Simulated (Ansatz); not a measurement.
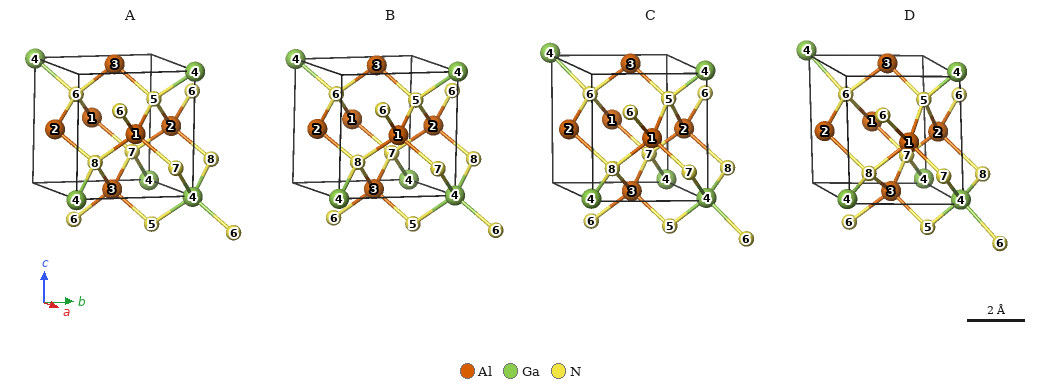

4 geometries from one relaxation of a crystal of Al3GaN4 (set up in P1), in shuffled order. A ball-and-stick model of the cell of the calculation, reduced to other axes, seen slightly off an axis. Lengths and directions refer to the drawn axes.

Case: all atoms moved at random, sigma 0.15 Å for each component, cell strained at random, sigma 0.06; relaxed back.

Method: Ansatz, DFT PBEsol, scalar-relativistic, plane waves, PAW. Settings: plane-wave cutoff 420 eV; k-point mesh 6 × 6 × 6; occupations gaussian; smearing width 0.05 eV; no spin polarisation; cell and atoms relaxed; force threshold 0.01 eV/Å; at most 80 steps.

Question: Order the frames from highest to lowest energy.

Answer: D, C, A, B. They are steps 0, 1, 2, 10, at +1054 meV per atom, +385 meV per atom, +67.8 meV per atom relative to the last. The largest moves relative to the cell, 0.28 Å, are those of N5 and N8. N8 goes roughly along [−2 0 3]. By element the largest moves are N 0.28 Å, Al 0.26 Å, Ga 0.18 Å. The drawn cell changes as follows: a 4.167 → 4.406 Å (+5.7 %), b 4.428 → 4.407 Å (−0.5 %), c 4.533 → 4.408 Å (−2.8 %), α 94.2° → 90.0°, β 95.3° → 90.0°, γ 96.4° → 90.0°; the volume changes by +3.8 %. Some distances before and after: Al2–N7 1.446 → 1.895 Å, Al1–N6 2.272 → 1.895 Å, Ga4–N5 1.577 → 1.949 Å, Al2–N5 2.249 → 1.895 Å. Among the angles between lasting bonds that change: N5–Al1–N8 128.9° → 107.2°, Al3–N8–Ga4 128.8° → 108.3°, Al1–N8–Al3 91.6° → 110.6°. The space group (tolerance 0.01 Å) goes from P1 (No. 1) to P-43m (No. 215). After 8 accepted moves (10 points after the start) the energy has fallen by 1054 meV per atom. The largest force component goes from 14 to 0.00022 eV/Å. The pressure goes from 36.32 to −0.01 GPa. The SCF was repeated twice at an unchanged geometry on a basis and grid sized afresh for the cell, which shifted the energy by 7.4 meV per atom at most. Cost: 2.6 min on 2 threads of Arm Neoverse V2, with other jobs on the host, peak memory 0.5 GiB.
